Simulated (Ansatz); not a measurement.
Run report: MgO, band-structure calculation

- system: MgO (4 atoms in the cell)
- method: DFT, r2SCAN, plane waves, PAW, no spin polarisation (Ansatz 0.2.0)

The structure was built on a prototype by a generator. The geometry comes from this level: r2SCAN (a point of a series of strains). It belongs to a series of runs on one base structure; here: uniaxial_x strain -2.0%. Figures and captions count atoms from 1; the log counts them from 0 in places.

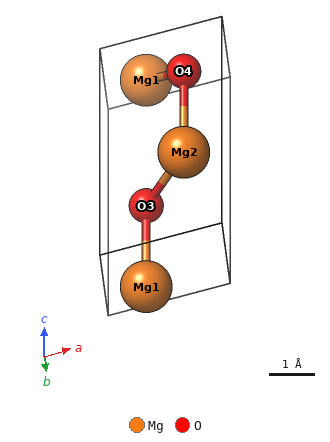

The structure (ball-and-stick view of the cell of the calculation, seen at an oblique angle; atoms are numbered from 1 in the order of the input).

Results in brief:

| quantity | value |
| --- | --- |
| outcome | converged |
| space group (tolerance 0.01 Å) | Cmc2₁ (36) |
| electrons treated | 32 |
| free energy | −4996.2013 eV |
| Fermi energy | 4.739 eV |
| gap on the k-point mesh | 4.38 eV |
| pressure | 2.84 GPa |
| largest force (length of the vector) | 0.002 eV/Å |
| hardware | 2 threads of Arm Neoverse N1, 16 GiB of memory available, shared host |
| wall time | 36 s (CPU time 72 s) |
| peak memory | 0.55 GiB |

Input:
```yaml
crystal:
  lattice:
    - [3.222452843, 1.0e-10, 0.0]
    - [-1.6112264216, 2.8476796169, 0.0]
    - [0.0, 0.0, 5.0343664111]
  atoms:
    - { symbol: Mg, position: [0.3346460202, 0.6692920404, -0.0086419941] }
    - { symbol: Mg, position: [0.6653539798, 0.3307079596, 0.4913580059] }
    - { symbol: O, position: [0.334996031, 0.669992062, 0.3836419941] }
    - { symbol: O, position: [0.665003969, 0.330007938, 0.8836419941] }
kpoints:
  mp_grid: { grid: [12, 12, 6] }
  band_path:
    path:
      - [0.0, 0.0, 0.0]
      - [0.5, 0.0, 0.0]
      - [0.3333333333, 0.3333333333, 0.0]
      - [0.0, 0.0, 0.5]
      - [0.5, 0.0, 0.5]
      - [0.3333333333, 0.3333333333, 0.5]
    npoints: 1
hamiltonian:
  xc: r2scan
scf:
  occupations: { method: fixed }
  n_extra_bands: 5
output:
  forces: true
  stress: true
  eigenvalues: true
  write_density: true
  write_potential: true
  elf: true
  volumetric_format: npy
```

Launch command:
```bash
ansatz run input.yaml --threads 2 --pin off --max-ram 2211MiB --backend cpu --events-out ev --progress --plain --runs-dir out
```

Output:
```
scf.n_extra_bands = 5 over 16 filled bands (N_el = 32.0): the run solves 21 bands
Engine: ansatz 0.2.0, aarch64-unknown-linux-gnu
Pseudopotentials: kind: paw
Pseudopotential: Mg, paw, valence charge 10, recommended cutoff 500 eV (meta_gga), Mg.paw.azcp
Pseudopotential: O, paw, valence charge 6, recommended cutoff 500 eV (meta_gga), O.paw.azcp
Functional definition: r2SCAN
  parameter k0 = 0.174
  parameter k1 = 0.065
  parameter a1 = 4.9479
  exchange = r2scan_x(k0 = k0, k1 = k1, a1 = a1)
  correlation = r2scan_c
Crystal: 4 atoms, lattice volume = 46.198 Å³
Basis set: ecut = 500 eV, 1145 PW (Γ), exchange–correlation on 96×96×160 points (64 copies of the dense FFT grid, shifted against one another)
Bands: 21, of which v1, the nominal top of the filled ones, is band 16 counted from 1 (15 counted from 0)
Symmetry: 4 space group operations
Space group: Cmc21 (ITA 36), of the structure as read, at distance tolerance 3.6e-5 Å
k-points: 172 of 864 (time reversal used)
Non-local potential: Mg, projectors of the file, l = 0: 3, l = 1: 2, l = 2: 1
Non-local potential: O, projectors of the file, l = 0: 2, l = 1: 2, l = 2: 1
PAW form: soft (Blöchl's): semilocal exchange-correlation on the pseudo side does not see the compensation charge
PAW frozen core: Mg, regenerated for the run's functional (the file was generated under x = pbe(κ = 0.804, μ = 0.2195149727645171), c = pbe(β = 0.06672455060314922))
PAW frozen core: O, regenerated for the run's functional (the file was generated under x = pbe(κ = 0.804, μ = 0.2195149727645171), c = pbe(β = 0.06672455060314922))
PAW one-centre angular grid: Mg, 302 points (default); XC on 224 Gauss nodes
PAW one-centre angular grid: O, 302 points (default); XC on 160 Gauss nodes
Initial density: superposition of atomic densities (neutral atoms: chi_scale 0, normalization atom), corrected by the library's trained network
Initial wavefunctions: pseudopotential atomic-orbital guess
Functional: x = r2scan, c = r2scan; τ floored in thin density (d = 2e-4 eV/Å³)
SCF iter   1: F=—  HF=-4996.097020 eV  |F-HF|=—  |Δ(HF+E_count)|=         —  Δρ=8.50e-3  dr2=1.71e-2  dr2_τ=1.40e-1  ethr=1.77e-3  ⟨swp⟩=4.8  Hψ=15243  notcnv=0  defer=516
preconditioner: auto → Resta (q_TF=auto, 2.566 Å⁻¹)  ε∞=2.8  [insulator: Δε(μ)=4.422 eV  Ē_g=16.432 eV  n_scr=22 (ndim 8)  ℏωp=21.9 eV  f_vac=0.030  ε∞_Penn≈2.8]
SCF iter   2: F=—  HF=-4996.201332 eV  |F-HF|=—  |Δ(HF+E_count)|=   1.04e-1  Δρ=4.28e-3  dr2=4.45e-3  dr2_τ=3.33e-4  ethr=5.33e-5  ⟨swp⟩=3.0  Hψ=8432  notcnv=0  defer=516
SCF iter   3: F=—  HF=-4996.201311 eV  |F-HF|=—  |Δ(HF+E_count)|=   2.04e-5  Δρ=1.15e-3  dr2=2.54e-4  dr2_τ=2.85e-5  ethr=1.39e-5  ⟨swp⟩=3.0  Hψ=6536  notcnv=0  defer=516
SCF iter   4: F=—  HF=-4996.201344 eV  |F-HF|=—  |Δ(HF+E_count)|=   3.28e-5  Δρ=3.08e-4  dr2=4.67e-5  dr2_τ=5.54e-6  ethr=7.94e-7  ⟨swp⟩=2.0  Hψ=4803  notcnv=0  defer=516
SCF iter   5: F=—  HF=-4996.201333 eV  |F-HF|=—  |Δ(HF+E_count)|=   1.12e-5  Δρ=8.55e-5  dr2=2.20e-6  dr2_τ=2.98e-7  ethr=1.46e-7  ⟨swp⟩=2.0  Hψ=4753  notcnv=0  defer=172
SCF iter   6: F=—  HF=-4996.201334 eV  |F-HF|=—  |Δ(HF+E_count)|=   1.38e-6  Δρ=2.08e-5  dr2=1.14e-7  dr2_τ=1.02e-8  ethr=6.87e-9  ⟨swp⟩=3.0  Hψ=5973  notcnv=0  defer=174
SCF iter   7: F=-4996.201334 eV  HF=-4996.201334 eV  |F-HF|=1.26e-9  |Δ(HF+E_count)|=   3.10e-8  Δρ=4.97e-6  dr2=1.07e-8  dr2_τ=3.78e-10  ethr=3.13e-10  ⟨swp⟩=12.3  Hψ=22854  notcnv=0
SCF 1 converged in 7 iterations: F = -4996.201334 eV  dr2 = 1.07e-8
  greatest PAW one-centre occupation: 1.000 electrons in one spin orbital (limit 2), on the Mg atom at site 1 (counted from 0), in its partial waves of l = 0
NSCF: frozen V_eff on 6 k-points
SCF converged after 7 iterations
Free energy (F): -4996.201334 eV
Harris-Foulkes:  -4996.201334 eV  (|F-HF|=1.26e-9)
Internal energy: -4996.201334 eV  (E = F + TS)
E sigma→0 (E₀):  -4996.201334 eV
Fermi energy:    4.739454 eV
--- Per-component energies (eV) ---
  E_band       = -699.917933
  E_kinetic    = 511.172440
  E_local      = -3712.111388  (includes V_loc(G=0)·N_el)
  E_nonlocal   = 285.641904
  E_hartree    = 1324.986456
  E_xc         = -205.306392
  E_vxc        = -296.785139  (∫ρ·V_xc dr)
  E_paw        = -911.246832  (= ΣΔE_a)
  E_vpaw       = -157.376338  (= ΣTr[D̂ρ^β])
  E_aug_tail   = 0.002015  (compensation charges beyond the density's cutoff)
  E_vtau       = 19.564981  (kinetic-family band-sum trace: ∫τ·v_τ [+ j·A + Jᵃ·Aᵃ] dr)
  E_ewald      = -2289.223239
  E_core_change = -0.116298  (= ΣΔE_core)
  E_smearing   = -0.000000  (= −TS)
  E_closure    = -0.000000  (closes the sum)
  Σ components = -4996.201334   (vs F -4996.201334, Δ=0.00e0)
--- Forces (eV/Å), atoms counted from 1 ---
  atom   1  Mg     0.00000000    -0.00157675     0.00024448
  atom   2  Mg    -0.00000000     0.00157675     0.00024448
  atom   3  O     -0.00000000     0.00210003    -0.00039032
  atom   4  O      0.00000000    -0.00210003    -0.00039032
  max |Σ_I F_I| component: 2.92e-4 eV/Å
--- Stress (GPa, compression-positive) ---
        4.271384       0.000000       0.000000
        0.000000       2.200714      -0.000000
        0.000000      -0.000000       2.047586
  P = ⅓ Tr σ = 2.8399 GPa (28.399 kbar)
--- Band table (eV; the first three rows and the last of 172) ---
  k-point 0: bands = ["-69.4646", "-69.4603", "-34.6249", "-34.5724", "-34.5694", "-34.5630", "-34.5609", "-34.5542", "-12.4449", "-11.6462", "1.4728", "4.0579", "4.1643", "4.3670", "4.4460", "4.7395", "9.1150", "14.3820", "16.0496", "20.0525", "20.5157"]
  k-point 1: bands = ["-69.4643", "-69.4606", "-34.6215", "-34.5759", "-34.5688", "-34.5624", "-34.5615", "-34.5548", "-12.3945", "-11.7030", "1.6280", "4.0777", "4.1824", "4.3454", "4.3786", "4.4264", "9.5308", "13.8135", "16.6334", "20.0827", "20.5325"]
  k-point 2: bands = ["-69.4636", "-69.4614", "-34.6119", "-34.5856", "-34.5673", "-34.5630", "-34.5608", "-34.5564", "-12.2544", "-11.8556", "2.0762", "3.5948", "4.1327", "4.2325", "4.2872", "4.3733", "10.4865", "12.7744", "17.7502", "20.2429", "20.4865"]
  k-point 171: bands = ["-69.4606", "-69.4606", "-34.6111", "-34.6111", "-34.5806", "-34.5806", "-34.5691", "-34.5691", "-11.6218", "-11.6218", "2.0155", "2.0155", "3.1775", "3.1775", "4.2992", "4.2992", "13.5657", "13.5657", "16.4019", "16.4019", "19.3171"]
```

File bands.tsv:
```
# k_distance	band_0	band_1	band_2	band_3	band_4	band_5	band_6	band_7	band_8	band_9	band_10	band_11	band_12	band_13	band_14	band_15	band_16	band_17	band_18	band_19	band_20
# fermi_ev = 4.739454
# lock_threshold_ev = 1e-6
# [0, 0, 0] at k_distance = 0.000000
# [0.5, 0, 0] at k_distance = 1.120140
# [0.3333333333, 0.3333333333, 0] at k_distance = 1.760354
# [0, 0, 0.5] at k_distance = 3.184751
# [0.5, 0, 0.5] at k_distance = 4.304891
# [0.3333333333, 0.3333333333, 0.5] at k_distance = 4.945104
# levels_relative_to = fermi_ev
# free_energy_ev = -4996.201334
# largest_residual_norms_ev = 3.013e-4 3.593e-4 3.117e-4 3.488e-4 3.615e-4 3.559e-4 3.428e-4 3.631e-4 2.983e-3 3.125e-3 8.741e-4 1.894e-3 1.485e-3 2.041e-3 1.517e-3 1.690e-3 1.124e-3 1.476e-3 7.637e-4 9.089e-4 2.873e-3
0.000000	-74.204092	-74.199781	-39.364387	-39.311828	-39.308839	-39.302415	-39.300390	-39.293651	-17.184403	-16.385636	-3.266701	-0.681588	-0.575167	-0.372463	-0.293495	0.000000	4.375576	9.642551	11.310177	15.313076	15.776219
1.120140	-74.200731	-74.199329	-39.348667	-39.336200	-39.335561	-39.323845	-39.312979	-39.300622	-16.490205	-16.245237	-3.041014	-2.162458	-1.682055	-1.211206	-0.755911	-0.468736	8.752081	8.912533	10.339564	11.923258	14.222346
1.760354	-74.199879	-74.199850	-39.338594	-39.337957	-39.329124	-39.326255	-39.323354	-39.310602	-16.324175	-16.321333	-2.687001	-1.872050	-1.846147	-1.299136	-1.148073	-1.134225	9.126849	9.293544	11.334538	11.345574	14.408563
3.184751	-74.201942	-74.201942	-39.338271	-39.338271	-39.304613	-39.304613	-39.298081	-39.298081	-16.797580	-16.797580	-1.975144	-1.975144	-0.530354	-0.530354	-0.437231	-0.437231	6.885838	6.885838	14.344944	14.344944	15.898107
4.304891	-74.200026	-74.200026	-39.352999	-39.352999	-39.319482	-39.319482	-39.306557	-39.306557	-16.359366	-16.359366	-3.059053	-3.059053	-0.861754	-0.861754	-0.692359	-0.692359	8.290022	8.290022	12.032896	12.032896	14.995546
4.945104	-74.199861	-74.199861	-39.350123	-39.350123	-39.320606	-39.320606	-39.312304	-39.312304	-16.312429	-16.312429	-2.523455	-2.523455	-2.064109	-2.064109	-0.354221	-0.354221	9.394166	9.394166	11.023430	11.023430	14.328977
```

File rho_z.tsv:
```
# z_ang	rho[e/angstrom^3]
# format = ansatz-planar-average/11
# lattice	3.222452843	0.000000000	0.000000000
# lattice	-1.611226422	2.847679617	0.000000000
# lattice	0.000000000	0.000000000	5.034366411
# sites	4
# site	12	-0.000000000	1.905929301	-0.043506965
# site	12	1.611226421	0.941750316	2.473676241
# site	8	-0.000000000	1.907922738	1.931394369
# site	8	1.611226421	0.939756879	4.448577575
0.000000	1.653617e0
0.125859	1.306788e0
0.251718	8.322197e-1
0.377577	4.294909e-1
0.503437	1.987803e-1
0.629296	1.100930e-1
0.755155	9.021122e-2
0.881014	9.654258e-2
1.006873	1.190899e-1
1.132732	1.592620e-1
1.258592	2.224448e-1
1.384451	3.189249e-1
1.510310	4.552153e-1
1.636169	6.135597e-1
1.762028	7.596566e-1
1.887887	8.866040e-1
2.013747	1.042219e0
2.139606	1.276872e0
2.265465	1.553263e0
2.391324	1.728580e0
2.517183	1.653617e0
2.643042	1.306788e0
2.768902	8.322197e-1
2.894761	4.294909e-1
3.020620	1.987803e-1
3.146479	1.100930e-1
3.272338	9.021122e-2
3.398197	9.654258e-2
3.524056	1.190899e-1
3.649916	1.592620e-1
3.775775	2.224448e-1
3.901634	3.189249e-1
4.027493	4.552153e-1
4.153352	6.135597e-1
4.279211	7.596566e-1
4.405071	8.866040e-1
4.530930	1.042219e0
4.656789	1.276872e0
4.782648	1.553263e0
4.908507	1.728580e0
```

File v_z.tsv:
```
# z_ang	v_es[eV]	v_tot[eV]
# format = ansatz-planar-average/11
# xc	r2scan
# density_cutoff_ev	2000
# datasets	Mg=:simpson_from_first_knot:soft:shift=0	O=:simpson_from_first_knot:soft:shift=0
# lattice	3.222452843	0.000000000	0.000000000
# lattice	-1.611226422	2.847679617	0.000000000
# lattice	0.000000000	0.000000000	5.034366411
# sites	4
# site	12	-0.000000000	1.905929301	-0.043506965
# site	12	1.611226421	0.941750316	2.473676241
# site	8	-0.000000000	1.907922738	1.931394369
# site	8	1.611226421	0.939756879	4.448577575
0.000000	-3.750353e0	-1.521501e1
0.125859	-1.895243e0	-1.246721e1
0.251718	5.849485e-2	-9.522032e0
0.377577	2.265888e0	-6.176096e0
0.503437	4.398809e0	-3.030919e0
0.629296	6.108771e0	-7.761161e-1
0.755155	7.316183e0	5.760419e-1
0.881014	8.153298e0	1.495442e0
1.006873	8.705191e0	1.527855e0
1.132732	8.990510e0	9.859081e-1
1.258592	8.631053e0	-1.799637e-1
1.384451	7.217911e0	-2.523802e0
1.510310	5.321277e0	-5.276361e0
1.636169	3.325379e0	-8.029591e0
1.762028	1.264722e0	-1.060731e1
1.887887	-7.994816e-1	-1.316825e1
2.013747	-2.731236e0	-1.554570e1
2.139606	-4.269911e0	-1.732775e1
2.265465	-5.105486e0	-1.796961e1
2.391324	-4.984318e0	-1.725142e1
2.517183	-3.750353e0	-1.521501e1
2.643042	-1.895243e0	-1.246721e1
2.768902	5.849485e-2	-9.522032e0
2.894761	2.265888e0	-6.176096e0
3.020620	4.398809e0	-3.030919e0
3.146479	6.108771e0	-7.761161e-1
3.272338	7.316183e0	5.760419e-1
3.398197	8.153298e0	1.495442e0
3.524056	8.705191e0	1.527855e0
3.649916	8.990510e0	9.859081e-1
3.775775	8.631053e0	-1.799637e-1
3.901634	7.217911e0	-2.523802e0
4.027493	5.321277e0	-5.276361e0
4.153352	3.325379e0	-8.029591e0
4.279211	1.264722e0	-1.060731e1
4.405071	-7.994816e-1	-1.316825e1
4.530930	-2.731236e0	-1.554570e1
4.656789	-4.269911e0	-1.732775e1
4.782648	-5.105486e0	-1.796961e1
4.908507	-4.984318e0	-1.725142e1
```

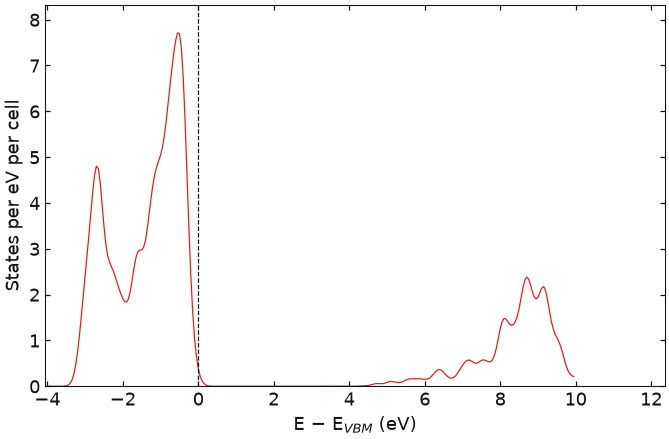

Density of states (the curve is built from the levels of the k mesh with Gaussians 0.3 eV wide, which also blur the band edges), with energies from the valence-band top. There is a gap of 4.38 eV on the k-point mesh. Small ripples come from the finite k-point mesh.

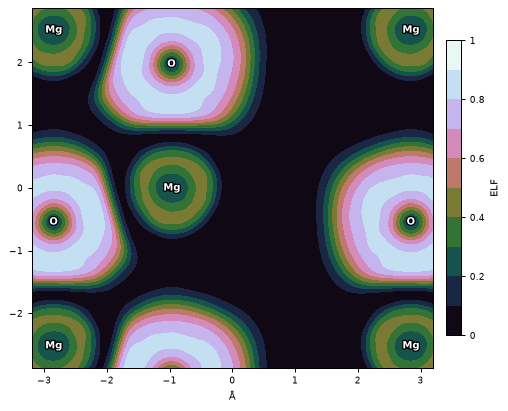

ELF on the (100) plane of the conventional cell. Atoms in the plane: Mg and O. Mg–O (1.97 Å): the ELF is about 0.35 at the midpoint. Core electrons are frozen (PAW), so the fields are smoothed inside the atomic spheres.
